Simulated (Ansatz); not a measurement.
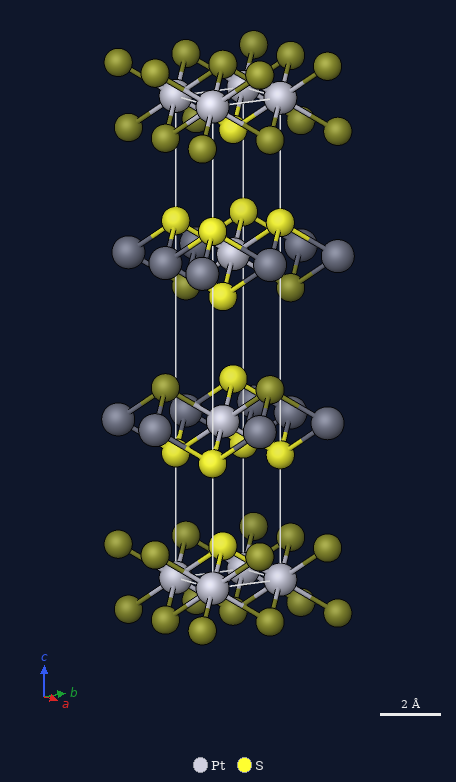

*The structure as given in the input (ball-and-stick view of the cell 3 times as large as that of the calculation, set on its symmetry axes, seen slightly off an axis; neighbours outside the cell are drawn fainter).*

**PtS2: band-structure calculation (part 1 of 2)**

- system: PtS2 (R-3m, 3 atoms in the cell)
- method: DFT, HSE06, plane waves, PAW, no spin polarisation (Ansatz 0.2.0)

The structure was built on a prototype by a generator. The geometry comes from this level: r2scan-rvv10 (a point of a series of strains). It belongs to a series of runs on one base structure; here: epitaxial_xy strain +1.5%. Figures and captions count atoms from 1; the log counts them from 0 in places.

### Input
```yaml
crystal:
  lattice:
    - [1.7903802135, 1.0336764982, 5.4489516031]
    - [-1.7903802135, 1.0336764982, 5.4489516031]
    - [0.0, -2.0673529964, 5.4489516031]
  atoms:
    - { symbol: Pt, position: [0.0, 0.0, 0.0] }
    - { symbol: S, position: [0.2590037255, 0.2590037255, 0.2590037255] }
    - { symbol: S, position: [0.7409962745, 0.7409962745, 0.7409962745] }
kpoints:
  mp_grid: { grid: [6, 6, 6] }
  band_path:
    path:
      - [0.0, 0.0, 0.0]
      - [0.5, 0.5, 0.5]
      - [0.8106532132, 0.1893467868, 0.5]
      - [0.5, -0.1893467868, 0.1893467868]
      - [0.5, 0.0, 0.0]
      - [0.3446733934, -0.3446733934, 0.0]
      - [0.6553266066, 0.0, 0.3446733934]
      - [0.5, 0.0, 0.5]
      - [0.25, 0.25, -0.5]
      - [0.140625, 0.140625, 0.304688]
      - [0.21875, 0.21875, 0.479167]
    npoints: 1
hamiltonian:
  xc: hse06
scf:
  occupations: { method: fixed }
  n_extra_bands: 4
output:
  forces: true
  stress: true
  eigenvalues: true
  write_density: true
  write_potential: true
  elf: true
  volumetric_format: npy
```

Run on 4 threads of an Arm (aarch64) CPU, shared host.

Launched with:
```bash
ansatz run input.yaml --threads 4 --pin off --max-ram 3686MiB --backend cpu --events-out ev --progress --plain --runs-dir out
```

### What the program printed
```
Warning: output.stress: scf.convergence.dr2_threshold = 1e-7 eV (the SCF's general default) is looser than the 3e-10 eV advised for a printed stress (1e-10 eV for each atom of the cell: 3). What an SCF threshold leaves in a stress goes as its square root, and in the free energy as the threshold itself, and one threshold admits the most on a small cell: of the crystals measured, under no hybrid functional and no lock of the moments, on runs that ended without the residual-converged pass, on stresses that held no estimate of that error, the worst erred by over 100 MPa in a component at 1e-7 eV an atom and by under 5 at 1e-10. Set scf.convergence.dr2_threshold to 3e-10 eV or tighter. The threshold is an SCF's pass mark: one that does not reach it within its budget of iterations ends unconverged, or closes short of it on a stop that the run arms, and scf.convergence.dr2_threshold's page says what that costs each kind of run
Warning: output.stress: scf.exx.energy_threshold = 1e-6 eV is looser than the 3e-8 eV advised for a stress under a hybrid functional (1e-8 eV for each atom of the cell: 3). Every SCF of the exchange loop can meet its threshold on dr2 while the loop round them stops early: no threshold on dr2 bounds what that leaves in the stress. Set scf.exx.energy_threshold to 3e-8 eV or tighter. The threshold is the loop's pass mark: a loop that does not reach it within its budget of cycles ends unconverged, and scf.exx.energy_threshold's page has the law
basis.fft_grid_basis auto: the FFT boxes are laid along the combinations [[1, -1, 0], [0, 1, 0], [0, -1, 1]] of the cell's own vectors, 3.581, 5.828 and 3.581 Å long. The dense box has 24×40×24 points. Along the cell's own vectors, as sized, it would have 40×40×40, 2.78 times as many. Of the 12 symmetry operations that the crystal satisfies within crystal.symmetry.tolerance (time reversal apart; of a slab, those that keep its plane) the dense box along the cell's own vectors carries 12, and the one as laid loses 8 of those. basis.fft_grid_basis: typed keeps the cell's own vectors: state it where this run's energies or levels are differenced outside the engine with another run's, or held beside a run that keeps those vectors. Those combinations have planes normal to reciprocal vector 3, as the cell's own vectors have. Each planar average written beside output.write_density, output.write_potential has a row for each plane of the box: 24. The volumetric files lie along those combinations, not along the cell's own vectors: a cube or XSF file states them, and fields.json those of NumPy files.
scf.n_extra_bands = 4 over 15 filled bands (N_el = 30.0): the run solves 19 bands
Engine: ansatz 0.2.0, aarch64-unknown-linux-gnu
Pseudopotentials: kind: paw
Pseudopotential: Pt, paw, valence charge 18, recommended cutoff 420 eV (normal), Pt.paw.azcp
Pseudopotential: S, paw, valence charge 6, recommended cutoff 420 eV (normal), S.paw.azcp
Functional definition: HSE06
  parameter a = 0.25
  parameter omega = 0.11/bohr
  exchange = pbe_x - a*pbe_x_sr(omega) + a*exact_x_sr(omega)
  correlation = pbe_c
davidson cushion auto → on  (no smearing: the cushion is to keep the highest requested band from converging to the state above it; pin scf.eigensolver.cushion to override)
Crystal: 3 atoms, lattice volume = 60.505 Å³
Basis set: ecut = 420 eV, 1177 PW (Γ), FFT grids on a1−a2, a2, −a2+a3, exchange–correlation on 48×80×48 points (8 copies of the dense FFT grid, shifted against one another)
Bands: 19, of which v1, the nominal top of the filled ones, is band 15 counted from 1 (14 counted from 0)
Symmetry: 12 space group operations
Space group: R-3m (ITA 166), of the structure as read, at distance tolerance 3.9e-5 Å
k-points: 32 of 216
Non-local potential: Pt, projectors of the file, l = 0: 3, l = 1: 2, l = 2: 2, l = 3: 1
Non-local potential: S, projectors of the file, l = 0: 2, l = 1: 2, l = 2: 2
PAW form: soft (Blöchl's): semilocal exchange-correlation on the pseudo side does not see the compensation charge
PAW frozen core: Pt, regenerated for the run's functional, and the local potential with it (the file was generated under x = pbe(κ = 0.804, μ = 0.2195149727645171), c = pbe(β = 0.06672455060314922))
PAW frozen core: S, regenerated for the run's functional, and the local potential with it (the file was generated under x = pbe(κ = 0.804, μ = 0.2195149727645171), c = pbe(β = 0.06672455060314922))
PAW one-centre angular grid: Pt, 590 points (default); XC on 64 Gauss nodes
PAW one-centre angular grid: S, 110 points (default); XC on 64 Gauss nodes
Initial density: superposition of atomic densities (neutral atoms: chi_scale 0, normalization atom), corrected by the library's trained network
Initial wavefunctions: pseudopotential atomic-orbital guess
Functional: x = pbe(κ = 0.804, μ = 0.2195149727645171), c = pbe(β = 0.06672455060314922), warm-up for x = pbe(κ = 0.804, μ = 0.2195149727645171) + 0.25 (exact − pbe) at short range (hse, ω = 0.20786987370883472 Å⁻¹), c = pbe(β = 0.06672455060314922); HSE06 as pw.x's `hse` composes it (authors' and Libxc's form: `xc: wpbeh`)
SCF iter   1: F=—  HF=-14328.218355 eV  |F-HF|=—  |Δ(HF+E_count)|=         —  Δρ=4.15e-3  dr2=8.60e-3  ethr=1.77e-3  ⟨swp⟩=8.1  Hψ=2733  notcnv=0
preconditioner: auto → none  [insulator: Δε(μ)=1.250 eV  Ē_g=9.480 eV  n_scr=16 (ndim 8)  ℏωp=22.4 eV  f_vac=0.056]
SCF iter   2: F=—  HF=-14328.217980 eV  |F-HF|=—  |Δ(HF+E_count)|=   3.75e-4  Δρ=2.05e-3  dr2=3.77e-3  ethr=2.87e-5  ⟨swp⟩=4.0  Hψ=1926  notcnv=0  defer=4
SCF iter   3: F=—  HF=-14328.217653 eV  |F-HF|=—  |Δ(HF+E_count)|=   3.27e-4  Δρ=1.41e-3  dr2=1.26e-3  ethr=1.26e-5  ⟨swp⟩=3.0  Hψ=1603  notcnv=0
iter 4 solved again at ethr=4.20e-7 eV; its pass at ethr=4.21e-6 eV (dr2=1.26e-4 eV) is discarded
SCF iter   4: F=-14328.217609 eV  HF=-14328.217579 eV  |F-HF|=2.99e-5  |Δ(HF+E_count)|=   7.37e-5  Δρ=6.33e-4  dr2=1.26e-4  ethr=4.20e-7  ⟨swp⟩=2.2  Hψ=2732  notcnv=0
SCF 1 stopped early in 4 iterations: F = -14328.217609 eV  dr2 = 1.26e-4
  greatest PAW one-centre occupation: 1.000 electrons in one spin orbital (limit 2), on the Pt atom at site 0 (counted from 0), in its partial waves of l = 0
Initial density: handed on by an earlier stage of this run
Initial wavefunctions: those handed on with the density
Functional: x = pbe(κ = 0.804, μ = 0.2195149727645171) + 0.25 (exact − pbe) at short range (hse, ω = 0.20786987370883472 Å⁻¹), c = pbe(β = 0.06672455060314922); HSE06 as pw.x's `hse` composes it (authors' and Libxc's form: `xc: wpbeh`)
Exchange kernel: α = 0.2500, screened, ω = 0.2079 Å⁻¹, Wigner–Seitz truncation, v(0) = 1046.2607 eV·Å³, q-mesh 6×6×6, nearest image of the exchange supercell L = 21.48 Å, pair-density grid 24×40×24, without the augmentation charges, whose exchange is taken in its separable form by FFT convolution over the k-point mesh (the finest that the files' search goes to), smooth part of the exact exchange by density-matrix convolution
Frozen-core exchange: fock
SCF iter   1: F=—  HF=-14331.471781 eV  |F-HF|=—  |Δ(HF+E_count)|=         —  Δρ=7.38e-3  dr2=1.43e-2  ethr=4.19e-6  ⟨swp⟩=6.8  Hψ=2911  notcnv=0
preconditioner: auto → none  [insulator: Δε(μ)=1.888 eV  Ē_g=11.046 eV  n_scr=16 (ndim 8)  ℏωp=22.4 eV  f_vac=0.059]
SCF iter   2: F=—  HF=-14331.468026 eV  |F-HF|=—  |Δ(HF+E_count)|=   3.76e-3  Δρ=4.28e-3  dr2=7.10e-3  ethr=4.19e-6  ⟨swp⟩=4.0  Hψ=1963  notcnv=0
SCF iter   3: F=—  HF=-14331.467610 eV  |F-HF|=—  |Δ(HF+E_count)|=   4.16e-4  Δρ=2.16e-3  dr2=5.19e-3  ethr=4.19e-6  ⟨swp⟩=4.0  Hψ=2010  notcnv=0
SCF iter   4: F=—  HF=-14331.466692 eV  |F-HF|=—  |Δ(HF+E_count)|=   9.18e-4  Δρ=5.50e-4  dr2=1.69e-3  ethr=4.19e-6  ⟨swp⟩=3.2  Hψ=1711  notcnv=0
SCF iter   5: F=—  HF=-14331.480801 eV  |F-HF|=—  |Δ(HF+E_count)|=   1.41e-2  Δρ=1.46e-3  dr2=4.45e-4  ethr=1.82e-7  ⟨swp⟩=5.0  Hψ=2582  notcnv=0
SCF iter   6: F=—  HF=-14331.480685 eV  |F-HF|=—  |Δ(HF+E_count)|=   1.17e-4  Δρ=2.35e-4  dr2=9.17e-5  ethr=1.82e-7  ⟨swp⟩=3.2  Hψ=1781  notcnv=0
SCF iter   7: F=—  HF=-14331.481187 eV  |F-HF|=—  |Δ(HF+E_count)|=   5.03e-4  Δρ=3.28e-4  dr2=2.88e-5  ethr=2.88e-8  ⟨swp⟩=4.7  Hψ=2370  notcnv=0
SCF iter   8: F=-14331.481180 eV  HF=-14331.481180 eV  |F-HF|=1.34e-7  |Δ(HF+E_count)|=   7.44e-6  Δρ=3.09e-5  dr2=3.40e-6  ethr=2.88e-8  ⟨swp⟩=3.0  Hψ=1685  notcnv=0
SCF 2 stopped early in 8 iterations: F = -14331.481180 eV  dr2 = 3.40e-6
  Residual-converged pass: ⟨swp⟩=4.0  Hψ=1710  notcnv=0  max |occ|·‖R‖ = 6.6e-6 eV (tolerance 6.7e-6 eV)  dr2=3.39e-6  dr2_onsite=8.64e-8  max |Δocc| = 0.0e0
hybrid outer 1: dexx = +1.742e-2 eV, tail = 4.68e-5 eV
Exchange kernel: α = 0.2500, screened, ω = 0.2079 Å⁻¹, Wigner–Seitz truncation, v(0) = 1046.2607 eV·Å³, q-mesh 6×6×6, nearest image of the exchange supercell L = 21.48 Å, pair-density grid 24×40×24, without the augmentation charges, whose exchange is taken in its separable form by FFT convolution over the k-point mesh (the finest that the files' search goes to), smooth part of the exact exchange by density-matrix convolution
Frozen-core exchange: fock
SCF iter   1: F=—  HF=-14331.481186 eV  |F-HF|=—  |Δ(HF+E_count)|=         —  Δρ=1.11e-4  dr2=3.07e-6  ethr=7.80e-7  ⟨swp⟩=3.1  Hψ=1544  notcnv=0
preconditioner: auto → none  [insulator: Δε(μ)=1.965 eV  Ē_g=11.073 eV  n_scr=16 (ndim 8)  ℏωp=22.4 eV  f_vac=0.061]
SCF iter   2: F=—  HF=-14331.481185 eV  |F-HF|=—  |Δ(HF+E_count)|=   5.25e-7  Δρ=2.35e-5  dr2=2.11e-7  ethr=7.45e-9  ⟨swp⟩=3.4  Hψ=1632  notcnv=0
SCF iter   3: F=—  HF=-14331.481186 eV  |F-HF|=—  |Δ(HF+E_count)|=   9.92e-7  Δρ=1.07e-5  dr2=6.53e-8  ethr=1.67e-10  ⟨swp⟩=4.7  Hψ=2144  notcnv=0  defer=5
SCF iter   4: F=—  HF=-14331.481186 eV  |F-HF|=—  |Δ(HF+E_count)|=   1.54e-8  Δρ=7.09e-7  dr2=4.69e-9  ethr=1.67e-10  ⟨swp⟩=3.0  Hψ=1424  notcnv=0
SCF iter   5: F=—  HF=-14331.481186 eV  |F-HF|=—  |Δ(HF+E_count)|=   2.35e-8  Δρ=2.68e-6  dr2=3.44e-9  ethr=1.60e-12 (applied; sched 1.00e-12)  ⟨swp⟩=5.9  Hψ=2432  notcnv=0
SCF iter   6: F=-14331.481186 eV  HF=-14331.481186 eV  |F-HF|=7.28e-12  |Δ(HF+E_count)|=  8.22e-10  Δρ=5.21e-8  dr2=2.08e-10  ethr=1.24e-12 (applied; sched 1.00e-12)  ⟨swp⟩=3.3  Hψ=1836  notcnv=0
SCF 3 converged in 6 iterations: F = -14331.481186 eV  dr2 = 2.08e-10
  Residual-converged pass: ⟨swp⟩=2.7  Hψ=1259  notcnv=0  max |occ|·‖R‖ = 5.4e-7 eV (tolerance 5.4e-7 eV)  dr2=2.08e-10  dr2_onsite=9.83e-14  max |Δocc| = 0.0e0
```

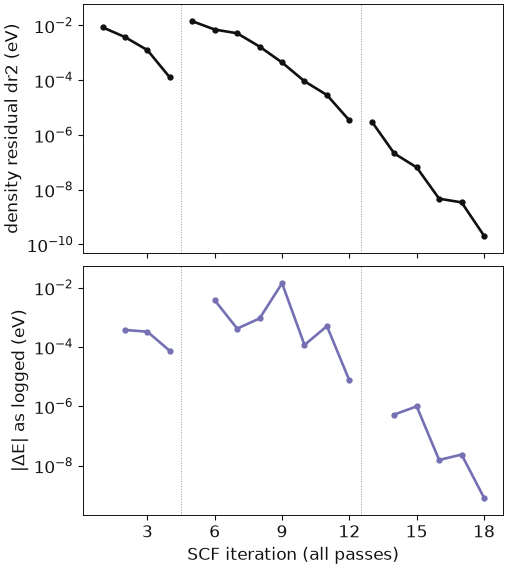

*Convergence of the self-consistent field: density residual dr2 and size of the energy change against the SCF iteration. The run starts with a semilocal functional; after that each stretch between dotted lines is one SCF of the hybrid functional between two exact rebuilds of the exchange operator by the outer loop. Early passes are stopped at a loose threshold.*

The passes take 4, 8 and 6 iterations.
